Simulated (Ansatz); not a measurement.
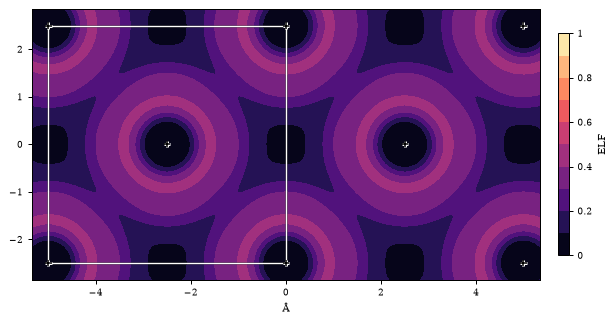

The electron localisation function on a plane through atoms (crosses mark nuclei in the plane).

All numbers below come from DFT r2SCAN, scalar-relativistic, plane waves, PAW in Ansatz.

Candidates:
A. Si, a = 5.44 Å, b = 5.44 Å, c = 5.44 Å, α = 90.00°, β = 90.00°, γ = 90.00°. Space group Fd-3m; a structure from a database of computed crystals, not necessarily the ambient phase.
B. Pb, a = 5.00 Å, b = 5.00 Å, c = 5.00 Å, α = 90.00°, β = 90.00°, γ = 90.00°. Space group Fm-3m; a structure from a database of computed crystals, not necessarily the ambient phase.
C. Mg, a = 3.19 Å, b = 3.19 Å, c = 5.12 Å, α = 90.00°, β = 90.00°, γ = 120.00°. Space group P6₃/mmc; a structure from a database of computed crystals, not necessarily the ambient phase.

> Which system is this?

Candidate B: Pb on the (100) plane of the conventional cell, which holds Pb. Pb–Pb (3.53 Å): the ELF is about 0.20 at the midpoint: no localised pair shows between them.
